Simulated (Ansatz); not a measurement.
TaN (4 atoms in the cell), run with Ansatz.

```
crystal:
  lattice:
    - [3.1338393787, 0.0, 0.0]
    - [-1.5669196894, 2.7139845133, 0.0]
    - [0.0, 0.0, 6.0892219066]
  atoms:
    - { symbol: Ta, position: [0.3333333333, 0.6666666667, 0.0313700747] }
    - { symbol: Ta, position: [0.6666666667, 0.3333333333, 0.5313700747] }
    - { symbol: "N", position: [0.3333333333, 0.6666666667, 0.3536299253] }
    - { symbol: "N", position: [0.6666666667, 0.3333333333, 0.8536299253] }
basis:
  ecutwfc: 500
kpoints:
  mp_grid: { grid: [1, 1, 1] }
hamiltonian:
  xc: r2scan
scf:
  occupations: { method: gaussian, width: 0.1 }
  max_iter: 80
output:
  forces: true
  eigenvalues: true
  stress: true
```

Launched with:
```bash
ansatz run input.yaml --threads 2 --pin off --max-ram 5120MiB --backend cpu --events-out ev --progress --plain --runs-dir out
```

**Will this run converge, and how?**

The run converged; it took 8 iterations. The residual falls at every step. The input holds a fault (one k-point for a small cell). The SCF closed all the same, which doesn't make the results meaningful for the real system.

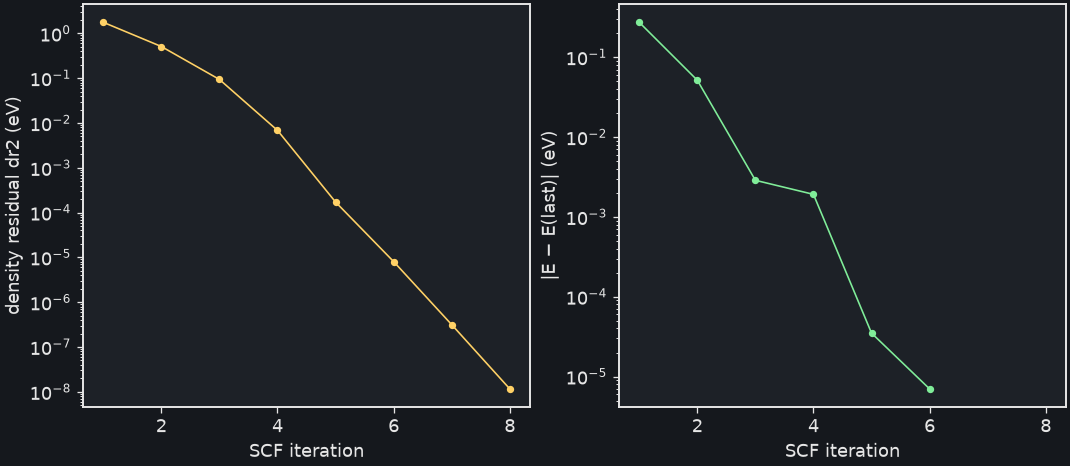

SCF iterations of a calculation: density residual dr2, distance of the Harris–Foulkes energy from its last value. Energy differences below 3 × 10⁻⁶ eV aren't drawn. The starting density is a sum of atomic densities corrected by a trained network.
